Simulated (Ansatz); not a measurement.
# Band-structure calculation of GaN

The run: band-structure calculation of GaN (Fm-3m, 2 atoms in the cell). Method and program: DFT, r2SCAN, plane waves, PAW, no spin polarisation (Ansatz 0.2.0).

The structure was built on a prototype by a generator. The geometry comes from this level: r2SCAN (a point of a series of strains). Figures and captions count atoms from 1; the log counts them from 0 in places.

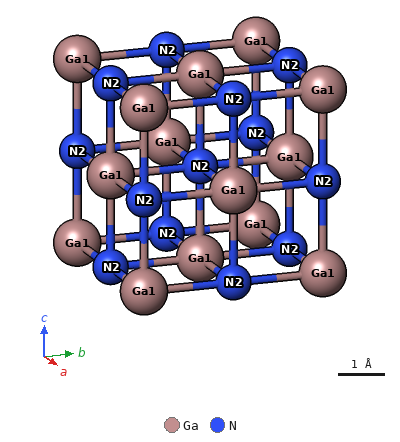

Fig. 1: The input geometry (ball-and-stick view of the cell 4 times as large as that of the calculation, set on its symmetry axes, seen slightly off an axis; atoms are numbered from 1 in the order of the input). An atom can appear more than once, as a periodic image.

**Input**
```yaml
crystal:
  lattice:
    - [0.0, 2.1085152343, 2.1085152343]
    - [2.1085152343, 0.0, 2.1085152343]
    - [2.1085152343, 2.1085152343, 0.0]
  atoms:
    - { symbol: Ga, position: [0.0, 0.0, 0.0] }
    - { symbol: "N", position: [0.5, 0.5, 0.5] }
kpoints:
  mp_grid: { grid: [10, 10, 10] }
  band_path:
    path:
      - [0.0, 0.0, 0.0]
      - [0.5, 0.0, 0.5]
      - [0.625, 0.25, 0.625]
      - [0.375, 0.375, 0.75]
      - [0.5, 0.5, 0.5]
      - [0.5, 0.25, 0.75]
      - [0.0, 0.174479, -0.177083]
      - [0.0, 0.5, 0.5]
    npoints: 1
hamiltonian:
  xc: r2scan
scf:
  occupations: { method: fixed }
  n_extra_bands: 4
output:
  forces: true
  stress: true
  eigenvalues: true
  write_density: true
  write_potential: true
  elf: true
  volumetric_format: npy
```

Run on 2 threads of AMD EPYC (Zen 3), 1656 GiB of memory available, shared host.

Command:
```bash
ansatz run input.yaml --threads 2 --pin off --max-ram 29491MiB --backend cpu --events-out ev --progress --plain --runs-dir out
```

**What the program printed**
```
scf.n_extra_bands = 4 over 9 filled bands (N_el = 18.0): the run solves 13 bands
Engine: ansatz 0.2.0, x86_64-unknown-linux-gnu
Pseudopotentials: kind: paw
Pseudopotential: Ga, paw, valence charge 13, recommended cutoff 500 eV (meta_gga), Ga.paw.azcp
Pseudopotential: N, paw, valence charge 5, recommended cutoff 500 eV (meta_gga), N.paw.azcp
Functional definition: r2SCAN
  parameter k0 = 0.174
  parameter k1 = 0.065
  parameter a1 = 4.9479
  exchange = r2scan_x(k0 = k0, k1 = k1, a1 = a1)
  correlation = r2scan_c
Crystal: 2 atoms, lattice volume = 18.748 Å³
Basis set: ecut = 500 eV, 531 PW (Γ), exchange–correlation on 96×96×96 points (64 copies of the dense FFT grid, shifted against one another)
Bands: 13, of which v1, the nominal top of the filled ones, is band 9 counted from 1 (8 counted from 0)
Symmetry: 48 space group operations
Space group: Fm-3m (ITA 225), of the structure as read, at distance tolerance 2.7e-5 Å
k-points: 47 of 1000
Non-local potential: Ga, projectors of the file, l = 0: 2, l = 1: 2, l = 2: 3, l = 3: 1
Non-local potential: N, projectors of the file, l = 0: 2, l = 1: 2, l = 2: 1
PAW form: soft (Blöchl's): semilocal exchange-correlation on the pseudo side does not see the compensation charge
PAW frozen core: Ga, regenerated for the run's functional (the file was generated under x = pbe(κ = 0.804, μ = 0.2195149727645171), c = pbe(β = 0.06672455060314922))
PAW frozen core: N, regenerated for the run's functional (the file was generated under x = pbe(κ = 0.804, μ = 0.2195149727645171), c = pbe(β = 0.06672455060314922))
PAW one-centre angular grid: Ga, 590 points (default); XC on 160 Gauss nodes
PAW one-centre angular grid: N, 302 points (default); XC on 160 Gauss nodes
Initial density: superposition of atomic densities (neutral atoms: chi_scale 0, normalization atom), corrected by the library's trained network
Initial wavefunctions: pseudopotential atomic-orbital guess
Functional: x = r2scan, c = r2scan; τ floored in thin density (d = 2e-4 eV/Å³)
SCF iter   1: F=—  HF=-4175.381602 eV  |F-HF|=—  |Δ(HF+E_count)|=         —  Δρ=1.66e-2  dr2=1.81e-2  dr2_τ=9.31e-2  ethr=1.77e-3  ⟨swp⟩=4.2  Hψ=2839  notcnv=0  defer=64
preconditioner: auto → none  [insulator: Δε(μ)=1.147 eV  Ē_g=20.646 eV  n_scr=8 (ndim 8)  ℏωp=36.4 eV  f_vac=0.000  ε∞_Penn≈4.1]
SCF iter   2: F=—  HF=-4175.437084 eV  |F-HF|=—  |Δ(HF+E_count)|=   5.55e-2  Δρ=6.88e-3  dr2=4.74e-3  dr2_τ=8.86e-5  ethr=1.00e-4  ⟨swp⟩=2.3  Hψ=1539  notcnv=0  defer=88
SCF iter   3: F=—  HF=-4175.437452 eV  |F-HF|=—  |Δ(HF+E_count)|=   3.68e-4  Δρ=4.10e-3  dr2=1.13e-3  dr2_τ=1.22e-4  ethr=2.63e-5  ⟨swp⟩=2.4  Hψ=1064  notcnv=0  defer=89
SCF iter   4: F=—  HF=-4175.437427 eV  |F-HF|=—  |Δ(HF+E_count)|=   2.50e-5  Δρ=1.00e-3  dr2=1.45e-4  dr2_τ=4.04e-5  ethr=6.30e-6  ⟨swp⟩=2.7  Hψ=1055  notcnv=0  defer=89
SCF iter   5: F=—  HF=-4175.437403 eV  |F-HF|=—  |Δ(HF+E_count)|=   2.33e-5  Δρ=1.74e-4  dr2=5.54e-6  dr2_τ=3.56e-7  ethr=8.06e-7  ⟨swp⟩=2.1  Hψ=861  notcnv=0  defer=51
SCF iter   6: F=—  HF=-4175.437404 eV  |F-HF|=—  |Δ(HF+E_count)|=   6.98e-7  Δρ=1.09e-4  dr2=2.22e-6  dr2_τ=1.55e-7  ethr=3.08e-8  ⟨swp⟩=2.0  Hψ=1016  notcnv=0
SCF iter   7: F=—  HF=-4175.437404 eV  |F-HF|=—  |Δ(HF+E_count)|=   3.87e-7  Δρ=5.39e-5  dr2=5.54e-7  dr2_τ=6.58e-9  ethr=1.23e-8  ⟨swp⟩=1.0  Hψ=614  notcnv=0
SCF iter   8: F=-4175.437404 eV  HF=-4175.437404 eV  |F-HF|=2.04e-8  |Δ(HF+E_count)|=   1.15e-7  Δρ=1.26e-5  dr2=3.12e-8  dr2_τ=3.12e-10  ethr=5.56e-10  ⟨swp⟩=7.2  Hψ=4012  notcnv=0
SCF 1 converged in 8 iterations: F = -4175.437404 eV  dr2 = 3.12e-8
  greatest PAW one-centre occupation: 0.996 electrons in one spin orbital (limit 2), on the Ga atom at site 0 (counted from 0), in its partial waves of l = 2
```

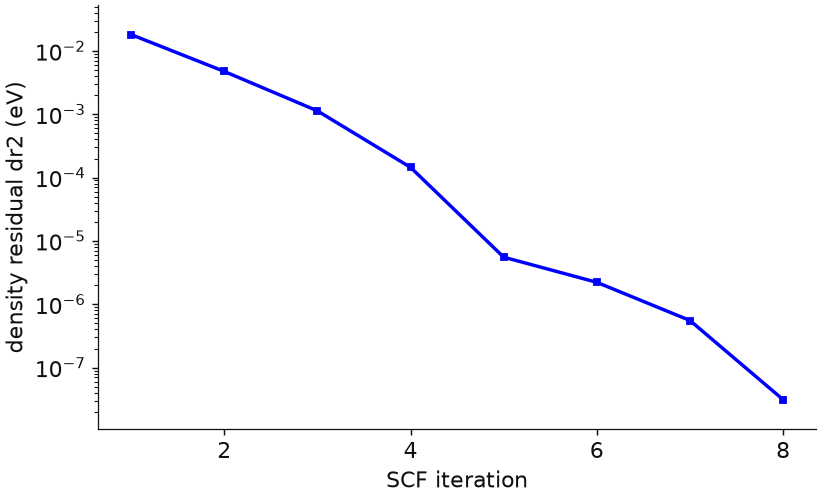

Fig. 2: Convergence of the self-consistent field: density residual dr2 against the SCF iteration. The residual falls at every step.

```
NSCF: frozen V_eff on 8 k-points
SCF converged after 8 iterations
Free energy (F): -4175.437404 eV
Harris-Foulkes:  -4175.437404 eV  (|F-HF|=2.04e-8)
Internal energy: -4175.437404 eV  (E = F + TS)
E sigma→0 (E₀):  -4175.437404 eV
Fermi energy:    13.029379 eV
--- Per-component energies (eV) ---
  E_band       = 38.698025
  E_kinetic    = 248.508467
  E_local      = -1664.616492  (includes V_loc(G=0)·N_el)
  E_nonlocal   = 479.643991
  E_hartree    = 785.207481
  E_xc         = -121.590257
  E_vxc        = -143.119893  (∫ρ·V_xc dr)
  E_paw        = -2141.441047  (= ΣΔE_a)
  E_vpaw       = -459.691199  (= ΣTr[D̂ρ^β])
  E_aug_tail   = -0.000015  (compensation charges beyond the density's cutoff)
  E_vtau       = 7.559730  (kinetic-family band-sum trace: ∫τ·v_τ [+ j·A + Jᵃ·Aᵃ] dr)
  E_ewald      = -1760.466898
  E_core_change = -0.682634  (= ΣΔE_core)
  E_smearing   = -0.000000  (= −TS)
  E_closure    = 0.000000  (closes the sum)
  Σ components = -4175.437404   (vs F -4175.437404, Δ=0.00e0)
--- Forces (eV/Å), atoms counted from 1 ---
  atom   1  Ga    -0.00000000     0.00000000     0.00000000
  atom   2  N      0.00000000    -0.00000000     0.00000000
  max |Σ_I F_I| component: 3.62e-30 eV/Å
--- Stress (GPa, compression-positive) ---
       -0.017554       0.000000      -0.000000
        0.000000      -0.017554       0.000000
        0.000000       0.000000      -0.017554
  P = ⅓ Tr σ = -0.0176 GPa (-0.176 kbar)
--- Band table (eV; the first three rows and the last of 47) ---
  k-point 0: bands = ["-5.0726", "-1.4398", "-1.4398", "-1.4398", "-1.3593", "-1.3593", "12.5377", "12.5377", "12.5377", "15.9151", "28.4492", "28.4492", "28.4492"]
  k-point 1: bands = ["-4.8759", "-1.4474", "-1.4316", "-1.4316", "-1.3721", "-1.3721", "11.3644", "12.5594", "12.5594", "16.8694", "26.2023", "27.8442", "27.8442"]
  k-point 2: bands = ["-4.3073", "-1.4680", "-1.4661", "-1.4661", "-1.3492", "-1.3492", "9.2674", "12.6253", "12.6253", "18.1998", "24.1769", "26.0803", "26.0803"]
  k-point 46: bands = ["-3.1472", "-1.4949", "-1.4212", "-1.3595", "-1.1631", "1.2094", "6.9978", "8.2253", "8.5594", "18.2055", "23.6203", "24.4752", "24.9830"]
```

**File bands.tsv**
```
# k_distance	band_0	band_1	band_2	band_3	band_4	band_5	band_6	band_7	band_8	band_9	band_10	band_11	band_12
# fermi_ev = 13.029379
# lock_threshold_ev = 1e-6
# [0, 0, 0] at k_distance = 0.000000
# [0.5, 0, 0.5] at k_distance = 1.489955
# [0.625, 0.25, 0.625] at k_distance = 2.016734
# [0.375, 0.375, 0.75] at k_distance = 2.929141
# [0.5, 0.5, 0.5] at k_distance = 3.841548
# [0.5, 0.25, 0.75] at k_distance = 4.895105
# [0, 0.174479, -0.177083] at k_distance = 7.106535
# [0, 0.5, 0.5] at k_distance = 8.773958
# levels_relative_to = fermi_ev
# free_energy_ev = -4175.437404
# largest_residual_norms_ev = 2.273e-4 3.845e-4 3.681e-4 6.294e-4 5.575e-4 4.640e-4 1.376e-4 8.745e-4 1.186e-3 1.097e-3 1.165e-3 1.090e-3 8.269e-4
0.000000	-18.102007	-14.469210	-14.469210	-14.469210	-14.388711	-14.388711	-0.491631	-0.491631	-0.491631	2.885733	15.419848	15.419848	15.419848
1.489955	-16.484590	-14.642722	-14.279482	-14.192552	-14.192552	-11.578181	-7.251806	-3.109449	-3.109449	1.200889	8.507730	13.160236	15.781952
2.016734	-16.168610	-14.570385	-14.422812	-14.323783	-14.227672	-12.026299	-6.260221	-5.762810	-2.152174	3.820584	9.828930	12.300457	13.629112
2.929141	-16.168610	-14.570385	-14.422812	-14.323783	-14.227672	-12.026299	-6.260221	-5.762810	-2.152174	3.820584	9.828930	12.300457	13.629112
3.841548	-15.014802	-14.668310	-14.651081	-14.651081	-14.248643	-14.248643	-8.363997	-0.155745	-0.155745	5.426016	9.897486	9.897486	10.454487
4.895105	-16.137794	-14.474805	-14.460506	-14.460506	-14.192459	-11.846111	-5.440115	-5.440115	-4.565929	5.781898	10.792127	11.316076	11.316076
7.106535	-16.670496	-14.546611	-14.536466	-14.505294	-14.384417	-14.204088	-4.792246	-2.251759	0.041422	6.742177	9.755670	10.869626	11.695092
8.773958	-16.484590	-14.642722	-14.279482	-14.192552	-14.192552	-11.578181	-7.251806	-3.109449	-3.109449	1.200889	8.507730	13.160236	15.781952
```

**File rho_z.tsv**
```
# z_ang	rho[e/angstrom^3]
# format = ansatz-planar-average/11
# lattice	0.000000000	2.108515234	2.108515234
# lattice	2.108515234	0.000000000	2.108515234
# lattice	2.108515234	2.108515234	0.000000000
# sites	2
# site	31	0.000000000	0.000000000	0.000000000
# site	7	2.108515234	2.108515234	2.108515234
0.000000	2.318930e0
0.124245	2.113108e0
0.248491	1.625018e0
0.372736	1.114787e0
0.496982	7.579299e-1
0.621227	5.792318e-1
0.745473	5.262223e-1
0.869718	5.443259e-1
0.993964	5.977096e-1
1.118209	6.610924e-1
1.242455	7.147397e-1
1.366700	7.479987e-1
1.490945	7.589196e-1
1.615191	7.479987e-1
1.739436	7.147397e-1
1.863682	6.610924e-1
1.987927	5.977096e-1
2.112173	5.443259e-1
2.236418	5.262223e-1
2.360664	5.792318e-1
2.484909	7.579299e-1
2.609154	1.114787e0
2.733400	1.625018e0
2.857645	2.113108e0
```

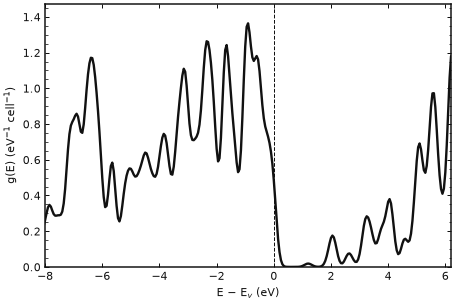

Fig. 3: Density of states (the curve is built from the levels of the k mesh with Gaussians 0.3 eV wide, which also blur the band edges), with energies from the valence-band top. There is a gap of 1.20 eV on the k-point mesh. Small ripples come from the finite k-point mesh.

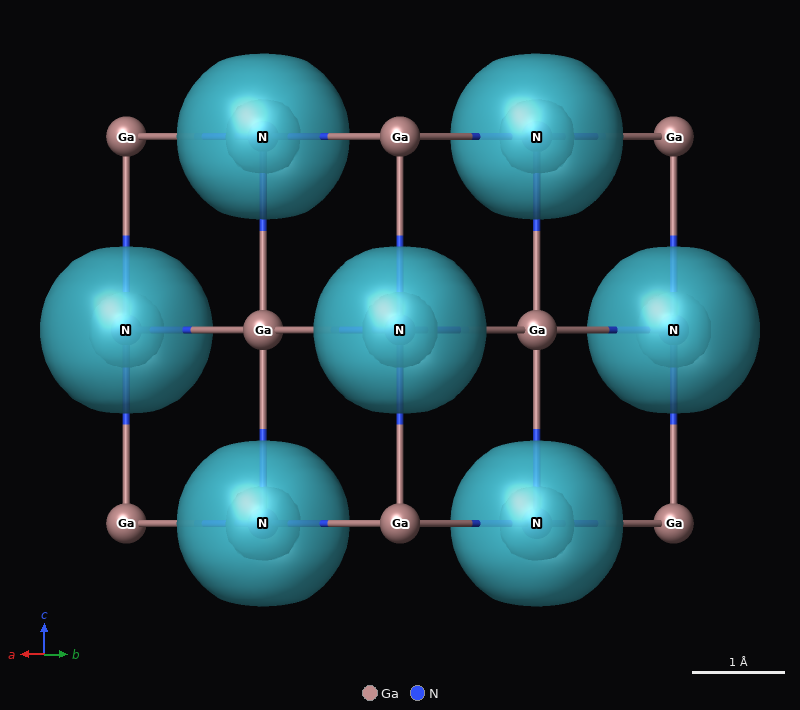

Fig. 4: Isosurface of the ELF at 0.65 (cyan), seen along [110]. Core shells and regions of very low density are left out. Sticks mark near contacts. The outline is the cell set on symmetry axes. Along the contacts the grid gives the following. Ga–N (2.11 Å): the ELF is about 0.40 at the midpoint. The fields are those of the smooth PAW valence density.

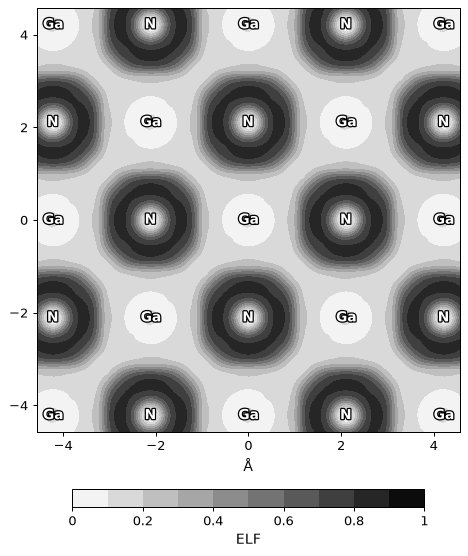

Fig. 5: ELF on the (100) plane of the conventional cell. Atoms in the plane: Ga and N. Ga–N (2.11 Å): the ELF is about 0.40 at the midpoint.

**Results in brief**

| quantity | value |
| --- | --- |
| outcome | converged |
| space group (tolerance 0.01 Å) | Fm-3m (225) |
| electrons treated | 18 |
| free energy | −4175.4374 eV |
| Fermi energy | 13.029 eV |
| gap on the k-point mesh | 1.20 eV |
| pressure | −0.02 GPa |
| largest force (length of the vector) | under 0.001 eV/Å |
| wall time | 1.3 s (CPU time 2.2 s) |
| peak memory | 0.48 GiB |
